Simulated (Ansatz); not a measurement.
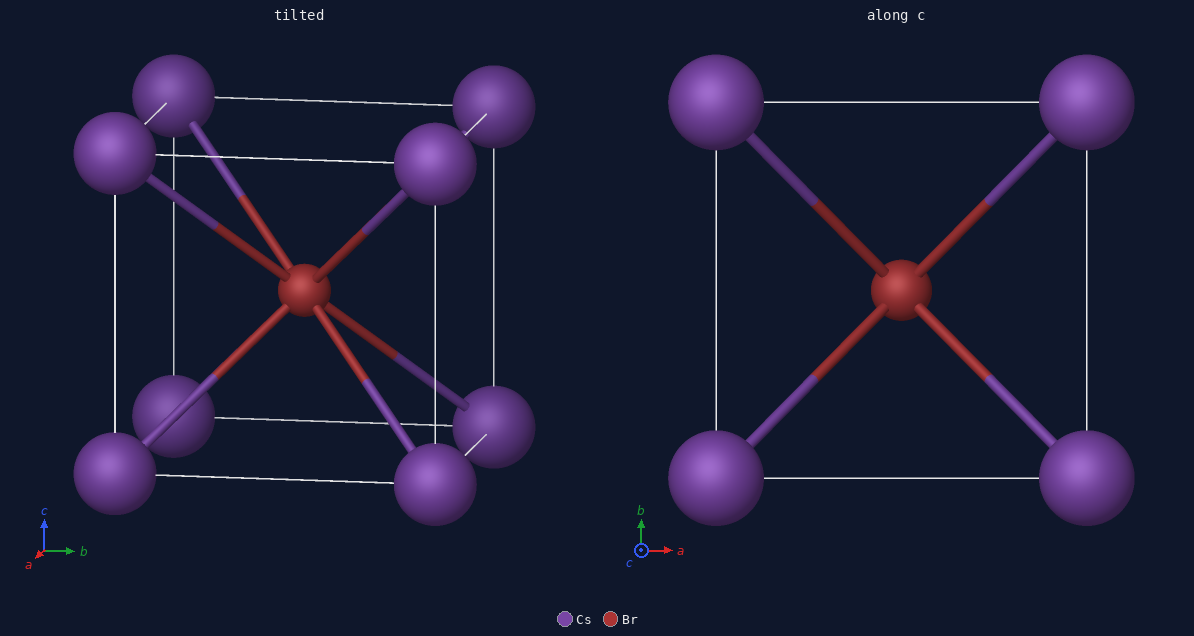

Structure drawing (ball-and-stick), viewed slightly off an axis and along the c axis. Atoms at the boundary of the unit cell (the box) are drawn once for each face, edge or corner they touch.

CsBr, a = 4.263 Å, b = 4.319 Å, c = 4.319 Å, α = 90.00°, β = 90.00°, γ = 90.00°. Strictly the space group is P4/mmm (No. 123, within 0.01 Å). It is a distorted form of a primitive cubic structure, space group Pm-3m (No. 221) within 0.25 Å: caesium chloride (CsCl, B2) type. Starting structure: a structure type filled with these elements by a generator (whether the compound takes this form wasn't checked). The cell was then strained or its atoms displaced on purpose. It went into a calculation with Ansatz.

This one geometry was computed with Ansatz (DFT, plane waves, PAW) at three levels of theory: HSE06, r2SCAN and PBE. It was relaxed with r2SCAN and then strained.

Question: How does the band gap change with the level of theory?

Answer: PBE: a gap of 4.46 eV, direct; r2SCAN: a gap of 5.22 eV, direct; HSE06: a gap of 5.63 eV, direct.

Question: Collect the results in a table.

Answer:
| level | cutoff (eV) | k-mesh of the run's cell | gap (eV) | pressure (GPa) |
| --- | --- | --- | --- | --- |
| HSE06 | 420 | 4×4×4 | 5.63 | 0.6 |
| r2SCAN | 500 | 6×6×6 | 5.22 | 0.3 |
| PBE | 420 | 6×6×6 | 4.46 | 0.9 |

Gaps are taken on the k-mesh or band path of each run.
